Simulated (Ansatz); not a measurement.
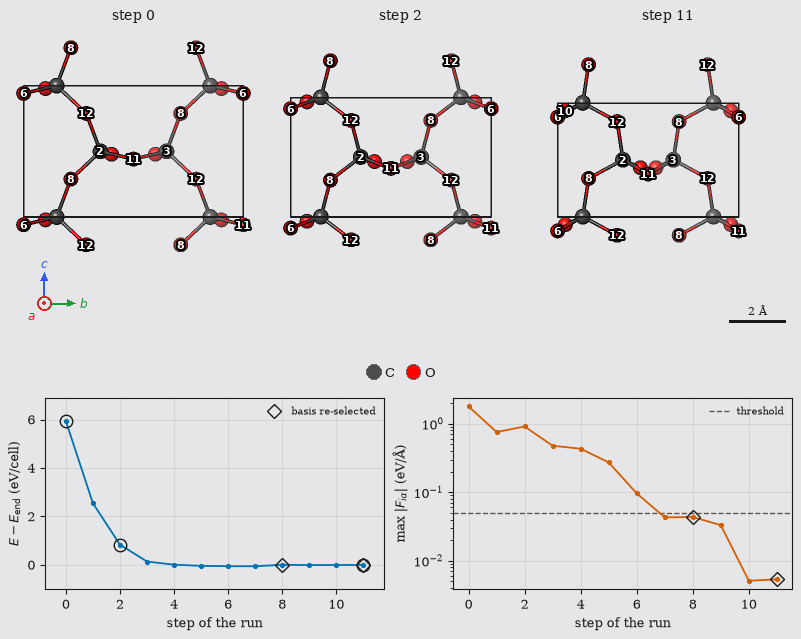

Frames of a relaxation of solid CO2 (a generated structure, set up in Ima2) (coarse preliminary run), marked on the history of the run. The picture is a ball-and-stick view of the conventional cell (2 times the calculation's cell), seen along the a axis. Lengths and directions refer to the drawn axes.

Case: Si → C on all its sites, cell and atoms relaxed.

Method: Ansatz 0.2.0, DFT PBE, scalar-relativistic, plane waves, PAW. Set-up: plane-wave cutoff 420 eV; k-point mesh 6 × 6 × 6; occupations gaussian; smearing width 0.1 eV; no spin polarisation; cell and atoms relaxed; force threshold 0.05 eV/Å; at most 60 steps.

Question: What happens along the run?

Answer: The energy falls by 5.940 eV per cell of the calculation in 9 accepted moves (11 points after the start). Largest force component: 1.8 eV/Å at the start, 0.0054 eV/Å at the end. Pressure: −24.91 GPa at the start and −0.09 GPa at the end. At 2 points the geometry stayed and the basis and grid were re-selected for the new cell (energy shift of 58.7 meV per cell of the calculation at most each time). The largest moves relative to the cell, 0.43 Å, are those of O atoms. By element the largest moves are O 0.43 Å, C 0.15 Å. The volume changes by −31.9 %, with a 9.027 → 8.611 Å (−4.6 %), b 7.864 → 6.481 Å (−17.6 %), c 4.701 → 4.072 Å (−13.4 %). Near-neighbour distances that change, for instance: C–O 1.471 → 1.385 Å, C–O 1.482 → 1.395 Å. Bond angles that change, for instance: C–O–C 147.8° → 121.9°, C–O–C 158.3° → 136.8°, C–O–C 144.7° → 125.3°. The space group stays Ima2 (No. 46). Cost: 3.2 min on 2 threads of Arm Neoverse V2 (shared host), peak memory 0.63 GiB. From step 0 to 2: O atoms move most (0.16 Å), volume −23.5 %, energy −5.103 eV per cell of the calculation. From step 2 to 11: O atoms move most (0.37 Å), volume −11.0 %, energy −0.837 eV per cell of the calculation.
